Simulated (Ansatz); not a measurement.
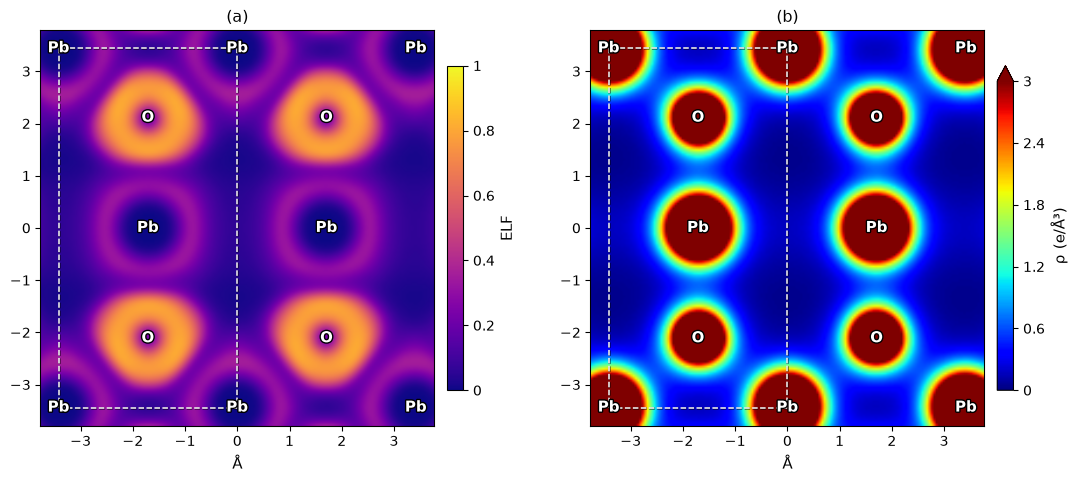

*PbO2. (a) ELF; (b) valence electron density on the (110) plane of the conventional cell.*

Space group P4₂/mnm; changed on purpose from its base cell (volume × 0.91, shape and atoms relaxed); computed pressure about 13 GPa in this cell.

These are results of DFT PBE, scalar-relativistic, plane waves, PAW (Ansatz), not measurements.

Core electrons are frozen (PAW), and the valence fields are smoothed inside the atomic spheres.

Question: Interpret the plot.

Answer: The section cuts through Pb and O sites. Pb–O (2.11 Å): ρ is about 0.7 e/Å³ halfway; the ELF peaks at about 0.80 in the valence shell of O, 0.6 Å from its nucleus, and drops to about 0.25 between the two atoms. Pb–O (2.16 Å): ρ is about 0.63 e/Å³ halfway; the ELF peaks at about 0.80 in the valence shell of O, 0.6 Å from its nucleus, and drops to about 0.20 between the two atoms. Between the atoms the lowest density in this plane is 0.04 e/Å³.
